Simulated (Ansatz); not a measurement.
Consider C₁₈O (slab).

Input

```
accuracy: low
crystal:
  lattice:
    - [7.398, 0.0, 0.0]
    - [-3.699, 6.406856, 0.0]
    - [0.0, 0.0, 11.0]
  atoms:
    - { symbol: C, position: [0.0, 0.0, 0.0909091] }
    - { symbol: C, position: [0.2222222, 0.1111111, 0.0909091] }
    - { symbol: C, position: [0.0, 0.3333333, 0.0909091] }
    - { symbol: C, position: [0.2222222, 0.4444444, 0.0909091] }
    - { symbol: C, position: [0.0, 0.6666667, 0.0909091] }
    - { symbol: C, position: [0.2222222, 0.7777778, 0.0909091] }
    - { symbol: C, position: [0.3333333, 0.0, 0.0909091] }
    - { symbol: C, position: [0.5555556, 0.1111111, 0.0909091] }
    - { symbol: C, position: [0.3333333, 0.3333333, 0.0909091] }
    - { symbol: C, position: [0.5555556, 0.4444444, 0.0909091] }
    - { symbol: C, position: [0.3333333, 0.6666667, 0.0909091] }
    - { symbol: C, position: [0.5555556, 0.7777778, 0.0909091] }
    - { symbol: C, position: [0.6666667, 0.0, 0.0909091] }
    - { symbol: C, position: [0.8888889, 0.1111111, 0.0909091] }
    - { symbol: C, position: [0.6666667, 0.3333333, 0.0909091] }
    - { symbol: C, position: [0.8888889, 0.4444444, 0.0909091] }
    - { symbol: C, position: [0.6666667, 0.6666667, 0.0909091] }
    - { symbol: C, position: [0.8888889, 0.7777778, 0.0909091] }
    - { symbol: O, position: [0.4343747, 0.2380035, 0.1581818], spin: 1.0 }
magnetization:
  spin_polarized: true
basis:
  ecutwfc: 420.0
kpoints:
  mp_grid: { grid: [2, 2, 1] }
hamiltonian:
  xc: pbe
scf:
  occupations: { method: fermi_dirac, width: 0.02 }
  lower_state_search: "off"
relax:
  f_tol: 0.08
  max_steps: 25
  adjacent_minimum: "off"
output:
  write_density: true
  write_potential: true
  elf: true
  volumetric_format: npy
```

Launched as:

```sh
ansatz run input.yaml --threads 1 --pin off --max-ram 3072MiB --backend cpu --events-out ev --progress --plain --runs-dir out
```

The fields are those of the relaxed geometry.

The program warned that a starting moment wasn't kept; spin-polarised, but the moments vanished.

Computed with DFT PBE, scalar-relativistic, plane waves, PAW (Ansatz).

Predict the valence pseudo-density and electron localisation function between the atoms.

Answer. C–C (1.43 Å): the density is about 2 e/Å³ at the midpoint; the ELF peaks at about 0.95 between the atoms; a covalent bond.

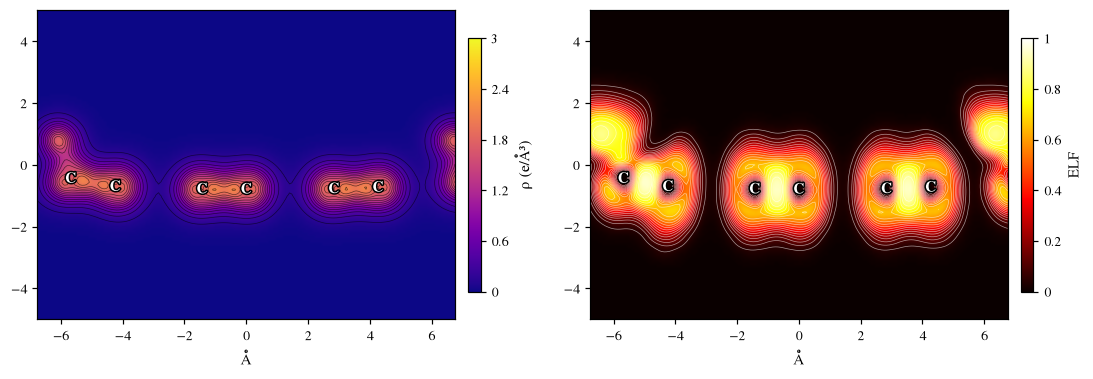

Computed valence pseudo-density and electron localisation function on the (110) plane of the calculation cell, a cut from vacuum to vacuum, in this order. Atoms just off the plane (O, 0.6 Å away) can leave unmarked features too.

In a PAW calculation such maps are meaningful between the atoms, not at the nuclei.
